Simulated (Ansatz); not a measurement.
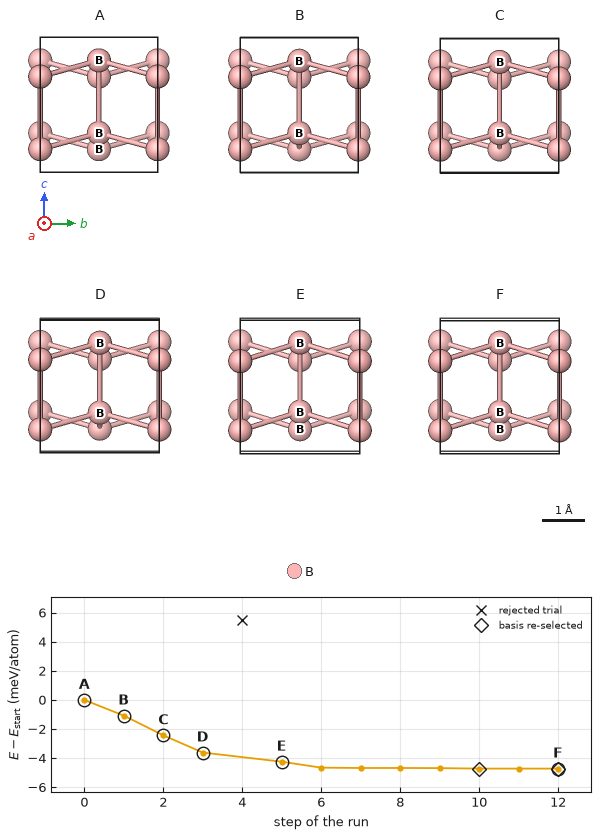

Frames of a relaxation of a crystal of B (a generated structure, set up in C2/m), marked on the history of the run. A ball-and-stick model of the conventional cell (2 times the calculation's cell), seen along the a axis. Lengths and directions refer to the drawn axes.

Computed with DFT PBE, scalar-relativistic, plane waves, PAW in Ansatz.

The input:
```yaml
crystal:
  lattice:
    - [2.8079653557, -1.4306756466, 0.0]
    - [2.8079653557, 1.4306756466, 0.0]
    - [-0.0676982079, 0.0, 3.2977486429]
  atoms:
    - { symbol: B, position: [0.7691711884, 0.7691711884, 0.1716939001] }
    - { symbol: B, position: [0.0899987439, 0.0899987439, 0.2914643093] }
    - { symbol: B, position: [0.9100012561, 0.9100012561, 0.7085356907] }
    - { symbol: B, position: [0.2308288116, 0.2308288116, 0.8283060999] }
basis:
  ecutwfc: 420
kpoints:
  mp_grid: { grid: [18, 18, 14] }
hamiltonian:
  xc: pbe
scf:
  occupations: { method: gaussian, width: 0.1 }
output:
  forces: true
  stress: true
  eigenvalues: true
relax:
  adjacent_minimum: "off"
  f_tol: 0.01
  max_steps: 80
  cell: { stress_tol: 0.05 }
```

Launched with:
```bash
ansatz run input.yaml --threads 1 --pin off --max-ram 2560MiB --backend cpu --events-out ev --progress --plain --runs-dir out
```

Q: Describe the path.

A: The largest moves relative to the cell, 0.060 Å, are those of B2 and B3. B3 goes along [−1 0 −2]. The drawn cell changes as follows: a 5.616 → 5.603 Å (−0.2 %), b 2.861 → 2.907 Å (+1.6 %), c 3.298 → 3.246 Å (−1.6 %), β 91.2° → 92.3°; the volume changes by −0.3 %. Near-neighbour distances that change, for instance: B1–B3 1.924 → 1.830 Å, B1–B2 1.837 → 1.873 Å, B2–B3 1.724 → 1.700 Å, B1–B3 (another image) 1.735 → 1.745 Å. Bond angles that change, for instance: B3–B2–B4 171.2° → 165.6°, B1–B2–B3 65.3° → 61.4°, B3–B2–B4 60.2° → 64.0°. The space group stays C2/m (No. 12). Over 9 accepted moves (12 points after the start) the energy falls by 4.7 meV per atom. The largest force component goes from 0.13 to 0.0015 eV/Å. The pressure goes from −0.02 to 0.00 GPa. The line search rejected the trial step at point 4 of the run. At 2 points the geometry stayed and the basis and grid were re-selected for the new cell (energy shift of less than 0.05 meV per atom at most each time). The run took 4.1 min on 1 thread of Arm Neoverse V2, on a shared host, peak memory 0.64 GiB. From step 0 to 1: energy −1.1 meV per atom. From step 1 to 2: volume −0.1 %, energy −1.4 meV per atom. From step 2 to 3: B atoms move most (0.02 Å), volume −0.4 %, energy −1.2 meV per atom. From step 3 to 5: B atoms move most (0.03 Å), volume +0.7 %, energy −0.6 meV per atom. From step 5 to 12: volume −0.6 %, energy −0.5 meV per atom.
